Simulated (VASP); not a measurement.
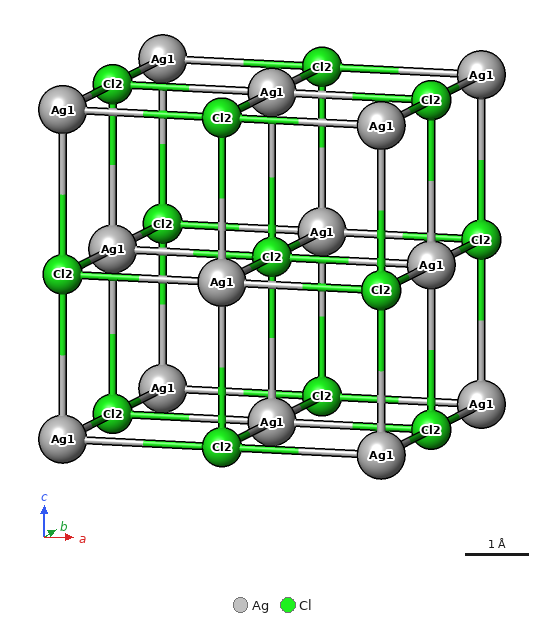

Fig. 1: The starting structure (ball-and-stick view of the cell 4 times as large as that of the calculation, set on its symmetry axes, seen slightly off an axis; atoms are numbered from 1 in the order of the input).

**Run report: AgCl, geometry relaxation**

- system: AgCl (Fm-3m, 2 atoms in the cell)
- method: Kohn-Sham DFT of a periodic cell, LDA, VASP PAW LDA potentials, recommended, no spin polarisation (VASP 6.6.1)

The structure derives from an entry of the Crystallography Open Database.

## INCAR
```
ALGO = Normal ; EDIFF = 1E-7
EDIFFG = -0.01 ; ENCUT = 600
GGA = CA ; IBRION = 2
ISIF = 2 ; ISMEAR = 0
LASPH = True ; LCHARG = False
LREAL = False ; LWAVE = False
NELM = 80 ; NSW = 40
PREC = Accurate ; SIGMA = 0.03
```

## KPOINTS
```
k-points
0
Gamma
  8 8 8
```

## POSCAR
```
AgCl                                    
1.0
    0.0000000000      2.6601162327      2.6601162327
    2.6601162327      0.0000000000      2.6601162327
    2.6601162327      2.6601162327      0.0000000000
  Ag              Cl            
     1     1
Direct
     0.0000000000000000    0.0000000000000000    0.0000000000000000
     0.5000000000000000    0.5000000000000000    0.5000000000000000
```

Hardware: 1 thread of AMD EPYC (Zen 5), 128 GiB of memory available, shared host.

Launch command:
```bash
cat potpaw_LDA.64/Ag/POTCAR potpaw_LDA.64/Cl/POTCAR > POTCAR
mpirun -np 1 vasp_std > vasp.out
```

## OSZICAR
```
N       E                     dE             d eps       ncg     rms          rms(c)
DAV:   1     0.112249444841E+03    0.11225E+03   -0.98629E+03   770   0.143E+03
DAV:   2    -0.229595558208E+01   -0.11455E+03   -0.10834E+03   874   0.277E+02
DAV:   3    -0.690683973318E+01   -0.46109E+01   -0.45932E+01   894   0.587E+01
DAV:   4    -0.694487698084E+01   -0.38037E-01   -0.38032E-01   849   0.591E+00
DAV:   5    -0.694536601767E+01   -0.48904E-03   -0.48903E-03   884   0.675E-01    0.900E+00
DAV:   6    -0.679840445261E+01    0.14696E+00   -0.32389E-01   817   0.839E+00    0.583E+00
DAV:   7    -0.679169988272E+01    0.67046E-02   -0.72011E-02   769   0.221E+00    0.218E+00
DAV:   8    -0.678944596915E+01    0.22539E-02   -0.38139E-03   829   0.709E-01    0.282E-01
DAV:   9    -0.678935407489E+01    0.91894E-04   -0.48127E-04   859   0.289E-01    0.329E-02
DAV:  10    -0.678935786123E+01   -0.37863E-05   -0.12217E-05   842   0.416E-02    0.148E-02
DAV:  11    -0.678935907677E+01   -0.12155E-05   -0.17978E-06   804   0.133E-02    0.495E-03
DAV:  12    -0.678935894983E+01    0.12694E-06   -0.17525E-07   661   0.503E-03    0.252E-03
DAV:  13    -0.678935894615E+01    0.36891E-08   -0.95302E-08   397   0.241E-03
   1 F= -.67893589E+01 E0= -.67893589E+01  d E =-.678936E+01
```

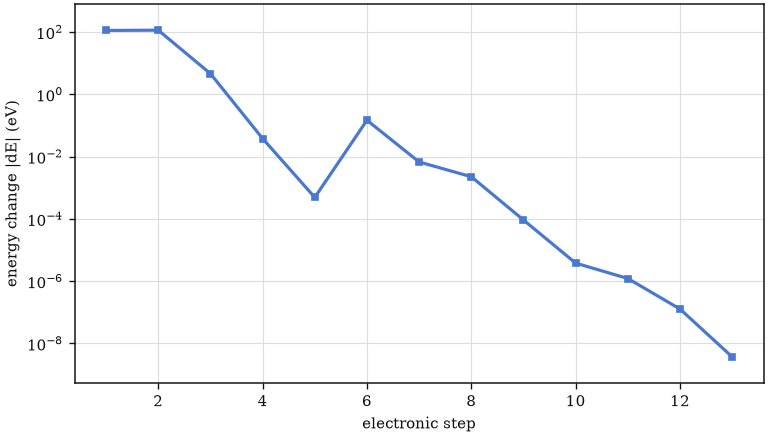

Fig. 2: Convergence of the self-consistent field: energy change |dE| against the electronic step. It takes 13 electronic steps. The density is held fixed in the first few steps, and dE rises again when its update begins.

## Parts of OUTCAR
```
EDIFF = 1E-7
   EDIFFG = -0.01
   ENCUT = 600
   GGA = CA
   IBRION = 2
   ISIF = 2
   ISMEAR = 0
   LASPH = True
   LREAL = False
   NELM = 80
   NSW = 40
   PREC = Accurate

 ion  position               nearest neighbor table
   1  0.000  0.000  0.000-   2 2.66   2 2.66   2 2.66   2 2.66   2 2.66   2 2.66
   2  0.500  0.500  0.500-   1 2.66   1 2.66   1 2.66   1 2.66   1 2.66   1 2.66

  LATTYP: Found a face centered cubic cell.
 ALAT       =     5.3202324654

  Lattice vectors:

 A1 = (   0.0000000000,   2.6601162327,   2.6601162327)
 A2 = (   2.6601162327,   0.0000000000,   2.6601162327)
 A3 = (   2.6601162327,   2.6601162327,   0.0000000000)

Analysis of symmetry for initial positions (statically):
=====================================================================
 Subroutine PRICEL returns:
 Original cell was already a primitive cell.

 Routine SETGRP: Setting up the symmetry group for a
 face centered cubic supercell.

 Subroutine GETGRP returns: Found 48 space group operations
 (whereof 48 operations were pure point group operations)
 out of a pool of 48 trial point group operations.

The static configuration has the point symmetry O_h .

Analysis of symmetry for dynamics (positions and initial velocities):
=====================================================================
 Subroutine PRICEL returns:
 Original cell was already a primitive cell.

 Routine SETGRP: Setting up the symmetry group for a
 face centered cubic supercell.

 Subroutine GETGRP returns: Found 48 space group operations
 (whereof 48 operations were pure point group operations)
 out of a pool of 48 trial point group operations.

The dynamic configuration has the point symmetry O_h .

 Subroutine INISYM returns: Found 48 space group operations
 (whereof 48 operations are pure point group operations),
 and found     1 'primitive' translations

----------------------------------------------------------------------------------------

                                     Primitive cell

  volume of cell :      37.6471

  direct lattice vectors                    reciprocal lattice vectors
     0.000000000  2.660116233  2.660116233    -0.187961712  0.187961712  0.187961712
     2.660116233  0.000000000  2.660116233     0.187961712 -0.187961712  0.187961712
     2.660116233  2.660116233  0.000000000     0.187961712  0.187961712 -0.187961712

  length of vectors
     3.761972454  3.761972454  3.761972454     0.325559234  0.325559234  0.325559234

  position of ions in fractional coordinates (direct lattice)
     0.000000000  0.000000000  0.000000000
     0.500000000  0.500000000  0.500000000

  ion indices of the primitive-cell ions
   primitive index   ion index
                 1           1
                 2           2

----------------------------------------------------------------------------------------

 KPOINTS: k-points

Automatic generation of k-mesh.
 Grid dimensions read from file:
 generate k-points for:    8    8    8

 Generating k-lattice:

  Cartesian coordinates                     Fractional coordinates (reciprocal lattice)
    -0.023495214  0.023495214  0.023495214     0.125000000  0.000000000  0.000000000
     0.023495214 -0.023495214  0.023495214     0.000000000  0.125000000  0.000000000
     0.023495214  0.023495214 -0.023495214     0.000000000  0.000000000  0.125000000

  Length of vectors
     0.040694904  0.040694904  0.040694904

  Shift w.r.t. Gamma in fractional coordinates (k-lattice)
     0.000000000  0.000000000  0.000000000

 Subroutine IBZKPT returns following result:
 ===========================================

 Found     29 irreducible k-points:

 Following reciprocal coordinates:
            Coordinates               Weight
  0.000000  0.000000  0.000000      1.000000
  0.125000  0.000000  0.000000      8.000000
  0.250000  0.000000  0.000000      8.000000
  0.375000  0.000000  0.000000      8.000000
  0.500000  0.000000  0.000000      4.000000
  0.125000  0.125000  0.000000      6.000000
  0.250000  0.125000  0.000000     24.000000
  0.375000  0.125000  0.000000     24.000000
  0.500000  0.125000  0.000000     24.000000
 -0.375000  0.125000  0.000000     24.000000
 -0.250000  0.125000  0.000000     24.000000
 -0.125000  0.125000  0.000000     12.000000
  0.250000  0.250000  0.000000      6.000000
  0.375000  0.250000  0.000000     24.000000
  0.500000  0.250000  0.000000     24.000000
 -0.375000  0.250000  0.000000     24.000000
 -0.250000  0.250000  0.000000     12.000000
  0.375000  0.375000  0.000000      6.000000
  0.500000  0.375000  0.000000     24.000000
 -0.375000  0.375000  0.000000     12.000000
  0.500000  0.500000  0.000000      3.000000
  0.375000  0.250000  0.125000     24.000000
  0.500000  0.250000  0.125000     48.000000
 -0.375000  0.250000  0.125000     24.000000
 [... further k-points ...]
   k-points           NKPTS =     29   k-points in BZ     NKDIM =     29   number of bands    NBANDS=     13
   number of dos      NEDOS =    301   number of ions     NIONS =      2
   total plane-waves  NPLWV =  27000
   dimension x,y,z NGX =    30 NGY =   30 NGZ =   30
   dimension x,y,z NGXF=    60 NGYF=   60 NGZF=   60
   ions per type =               1   1
   NGX,Y,Z   is equivalent  to a cutoff of  13.26, 13.26, 13.26 a.u.
   NGXF,Y,Z  is equivalent  to a cutoff of  26.51, 26.51, 26.51 a.u.
 SYSTEM =  unknown system
   PREC   = accura    normal or accurate (medium, high low for compatibility)
   ISTART =      0    job   : 0-new  1-cont  2-samecut
   ICHARG =      2    charge: 1-file 2-atom 10-const
   ISPIN  =      1    spin polarized calculation?
   LNONCOLLINEAR =      F non collinear calculations
   LSORBIT =      F    spin-orbit coupling
   LASPH  =      T    aspherical Exc in radial PAW
   ENCUT  =  600.0 eV  44.10 Ry    6.64 a.u.   7.51  7.51  7.51*2*pi/ulx,y,z
   NELM   =     80;   NELMIN=  2; NELMDL= -5     # of ELM steps
   EDIFF  = 0.1E-06   stopping-criterion for ELM
   LREAL  =      F    real-space projection
   EDIFFG = -.1E-01   stopping-criterion for IOM
   NSW    =     40    number of steps for IOM
   IBRION =      2    ionic relax: 0-MD 1-quasi-New 2-CG
   NFREE  =      1    steps in history (QN), initial steepest desc. (CG)
   ISIF   =      2    stress and relaxation
   ISYM   =      2    0-nonsym 1-usesym 2-fastsym
   POTIM  = 0.5000    time-step for ionic-motion
   TEBEG  =    0.0;   TEEND  =   0.0 temperature during run
   PSTRESS=    0.0 pullay stress
   NELECT =      18.0000    total number of electrons
   NUPDOWN=      -1.0000    fix difference up-down
   EMIN   =  10.00;   EMAX   =-10.00  energy-range for DOS
   EFERMI =   0.00;   METHOD = LEGACY
   ISMEAR =     0;   SIGMA  =   0.03  broadening in eV -4-tet -1-fermi 0-gaus
   EFERMI_NEDOS =   21; number of points for ismear=-14 and -15
   IALGO  =     38    algorithm
   IMIX   =      4    mixing-type and parameters
     AMIX     =   0.40;   BMIX     =  1.00
     AMIX_MAG =   1.60;   BMIX_MAG =  1.00
  volume/ion in A,a.u.               =      18.82       127.03
  Fermi-wavevector in a.u.,A,eV,Ry     =   1.280133  2.419100 22.296414  1.638740
  Thomas-Fermi vector in A             =   2.412578
   LORBIT       =      0    0 simple, 1 ext, 2 COOP (PROOUT), +10 PAW based schemes
   GGA     = CA    functional components
   LHFCALC =     F    Hartree Fock is set to
   AEXX    =    0.0000 exact exchange contribution
   IVDW    =     0    specifies the selected vdW correction
   LEPSILON=     F    determine dielectric tensor
   LRPA    =     F    only Hartree local field effects (RPA)
 conjugate gradient relaxation of ions
 non-spin polarized calculation
 Gauss-broadening in eV      SIGMA  =   0.03
  energy-cutoff  :      600.00
  volume of cell :       37.65
 maximum number of plane-waves:      1283
   NGX = 15   NGY = 15   NGZ = 15

 number of electron      17.9999999 magnetization

 Free energy of the ion-electron system (eV)
  ---------------------------------------------------
  ext. energy  EPLUGINS =         0.00000000
  ---------------------------------------------------
  free energy    TOTEN  =        -6.78935895 eV

  energy without entropy =       -6.78935895  energy(sigma->0) =       -6.78935895

 E-fermi :   5.4312     XC(G=0): -11.0791     alpha+bet :-11.1292

 val. band max:        5.2938761996   @ k =   0.5000   0.0000   0.0000
 cond. band min:       5.9578781444   @ k =   0.0000   0.0000   0.0000
 fundamental gap:      0.6640019448
 Fermi energy:         5.4311729626

 k-point     1 :       0.0000    0.0000    0.0000
  band No.  band energies     occupation
      1     -10.6665      2.00000
      2       2.1853      2.00000
      3       2.1853      2.00000
      4       2.1853      2.00000
      5       2.2341      2.00000
      6       2.2341      2.00000
      7       2.4520      2.00000
      8       2.4520      2.00000
      9       2.4520      2.00000
     10       5.9579      0.00000
     11      15.9967      0.00000
     12      15.9967      0.00000
     13      15.9967      0.00000

 k-point     2 :       0.1250    0.0000    0.0000
  band No.  band energies     occupation
      1     -10.5795      2.00000
      2       1.3913      2.00000
      3       1.4576      2.00000
      4       1.4576      2.00000
      5       2.2603      2.00000
      6       2.2603      2.00000
      7       2.5876      2.00000
      8       3.3228      2.00000
      9       3.3228      2.00000
     10       6.7721      0.00000
     11      14.4937      0.00000
     12      15.6715      0.00000
     13      15.6715      0.00000

 k-point     3 :       0.2500    0.0000    0.0000
  band No.  band energies     occupation
      1     -10.3571      2.00000
      2       0.1534      2.00000
      3       0.7758      2.00000
      4       0.7758      2.00000
      5       2.4356      2.00000
      6       2.4356      2.00000
      7       2.7692      2.00000
      8       4.2654      2.00000
      9       4.2654      2.00000
     10       8.1678      0.00000
     11      12.8689      0.00000
     12      14.2603      0.00000
     13      14.2603      0.00000

 k-point     4 :       0.3750    0.0000    0.0000
  band No.  band energies     occupation
      1     -10.1140      2.00000
      2      -0.7989      2.00000
      3       0.3433      2.00000
      4       0.3433      2.00000
      5       2.6209      2.00000
      6       2.6209      2.00000
      7       2.9873      2.00000
      8       5.0015      2.00000
      9       5.0015      2.00000
     10       8.9004      0.00000
     11      12.2549      0.00000
     12      12.9817      0.00000
     13      12.9817      0.00000

 k-point     5 :       0.5000    0.0000    0.0000
  band No.  band energies     occupation
      1     -10.0060      2.00000
      2      -1.1542      2.00000
      3       0.1954      2.00000
      4       0.1954      2.00000
      5       2.7009      2.00000
      6       2.7009      2.00000
      7       3.0965      2.00000
      8       5.2939      2.00000
      9       5.2939      2.00000
     10       8.9048      0.00000
     11      12.3675      0.00000
     12      12.4889      0.00000
     13      12.4889      0.00000

 [... the levels of 18 k-points are left out ...]

 k-point    24 :      -0.3750    0.2500    0.1250
  band No.  band energies     occupation
      1      -9.9768      2.00000
      2      -0.6630      2.00000
      3       0.2505      2.00000
      4       0.3322      2.00000
      5       2.6124      2.00000
      6       2.6992      2.00000
      7       3.0154      2.00000
      8       4.0541      2.00000
      9       4.6336      2.00000
     10      10.2638      0.00000
     11      10.5666      0.00000
     12      13.2918      0.00000
     13      13.5973      0.00000

 [... further k-points ...]

------------------------ aborting loop because EDIFF is reached ----------------------------------------

  FORCE on cell =-STRESS in cart. coord.  units (eV):
  Direction    XX          YY          ZZ          XY          YZ          ZX
  --------------------------------------------------------------------------------------
  -------------------------------------------------------------------------------------
  Total        0.3391902      0.3391902      0.3391902     -0.0000000      0.0000000      0.0000000
  in kB       14.4351749     14.4351749     14.4351749     -0.0000000      0.0000000      0.0000000
  external PRESSURE =      14.4351749 kB  Pullay stress =       0.0000000 kB

 VOLUME and BASIS-vectors are now :
 -----------------------------------------------------------------------------
  energy-cutoff  :      600.00
  volume of cell :       37.65
      direct lattice vectors                 reciprocal lattice vectors
     0.000000000  2.660116233  2.660116233    -0.187961712  0.187961712  0.187961712
     2.660116233  0.000000000  2.660116233     0.187961712 -0.187961712  0.187961712
     2.660116233  2.660116233  0.000000000     0.187961712  0.187961712 -0.187961712

 POSITION                                       TOTAL-FORCE (eV/Angst)
 -----------------------------------------------------------------------------------
      0.00000      0.00000      0.00000        -0.000000      0.000000     -0.000000
      2.66012      2.66012      2.66012         0.000000     -0.000000      0.000000
 -----------------------------------------------------------------------------------
    total drift:                               -0.000000      0.000000      0.000000

  FREE ENERGIE OF THE ION-ELECTRON SYSTEM (eV)
  ---------------------------------------------------
  free  energy   TOTEN  =        -6.7893589461 eV

  energy  without entropy=       -6.7893589461  energy(sigma->0) =       -6.78935895

 reached required accuracy - stopping structural energy minimisation
```

## CONTCAR
```
AgCl
   1.00000000000000
     0.0000000000000000    2.6601162327000001    2.6601162327000001
     2.6601162327000001    0.0000000000000000    2.6601162327000001
     2.6601162327000001    2.6601162327000001    0.0000000000000000
  Ag              Cl
     1     1
Direct
     0.0000000000000000    0.0000000000000000    0.0000000000000000
     0.5000000000000000    0.5000000000000000    0.5000000000000000

  0.00000000E+00  0.00000000E+00  0.00000000E+00
  0.00000000E+00  0.00000000E+00  0.00000000E+00
```

## Results in brief

- outcome: converged
- space group (tolerance 0.01 Å): Fm-3m (225)
- electrons treated: 18
- free energy: −6.7894 eV
- Fermi energy: 5.431 eV
- gap on the k-point mesh: 0.66 eV
- pressure: 1.44 GPa
- final volume: 37.65 Å³
- largest force (length of the vector): under 0.001 eV/Å
- wall time: 8.1 s
- peak memory: 0.13 GiB
